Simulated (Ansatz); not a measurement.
The coordinates of a crystal:

```cif
data_structure
_symmetry_space_group_name_H-M 'P 1'
_symmetry_Int_Tables_number 1
_cell_length_a 3.1807
_cell_length_b 3.1807
_cell_length_c 23.9965
_cell_angle_alpha 90.000
_cell_angle_beta 90.000
_cell_angle_gamma 90.000
_cell_volume 242.77
loop_
_atom_site_label
_atom_site_type_symbol
_atom_site_fract_x
_atom_site_fract_y
_atom_site_fract_z
_atom_site_occupancy
Ga1 Ga 0.50000 0.50000 0.31255 1
N1 N 0.50000 0.00000 0.35941 1
Ga2 Ga 0.00000 0.00000 0.40627 1
N2 N 0.00000 0.50000 0.45314 1
Ga3 Ga 0.50000 0.50000 0.50000 1
N3 N 0.50000 0.00000 0.54686 1
Ga4 Ga 0.00000 0.00000 0.59373 1
N4 N 0.00000 0.50000 0.64059 1
Ga5 Ga 0.50000 0.50000 0.68745 1
```

Question: Interpret the file: composition, symmetry and coordination.

Answer: The stoichiometry is Ga₅N₄. In the cell are 5 Ga, 4 N, which makes 1 formula unit. About every N there are four Ga in a tetrahedral arrangement at 1.95 Å. Ga takes three kinds of site: 2f with two N in a bent arrangement at 1.95 Å; 2e with four N in a tetrahedral arrangement at 1.95 Å; 1c with four N in a tetrahedral arrangement at 1.95 Å. The bonds build Ga5N4 layers parallel to (001).

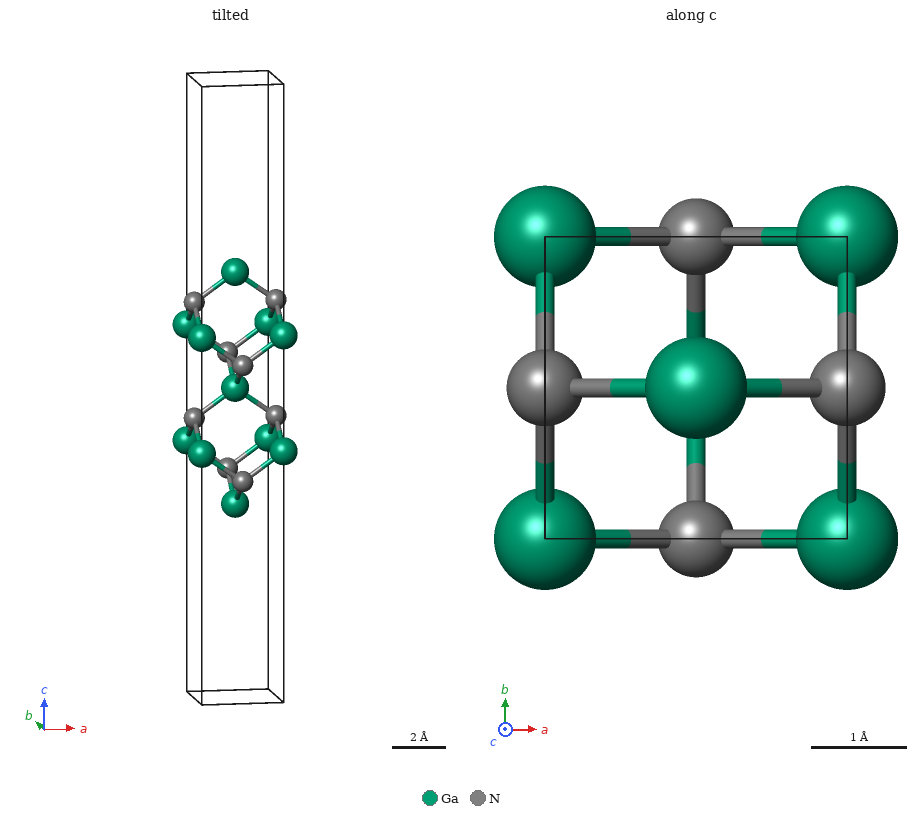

We look at a ball-and-stick model of the crystal slightly off an axis and along the c axis. The edges of the simulation cell are marked. Colours: gallium teal, nitrogen grey.

The cell started as a structure listed in the Materials Project, from which a slab was cut. Earlier steps of the study may have refined or changed the cell and positions. Ansatz was used for an electronic-structure calculation on it.

At this level of theory the cell isn't at rest (forces up to 0.8 eV/Å), so its distances can differ from those at equilibrium, the more so the softer the solid.
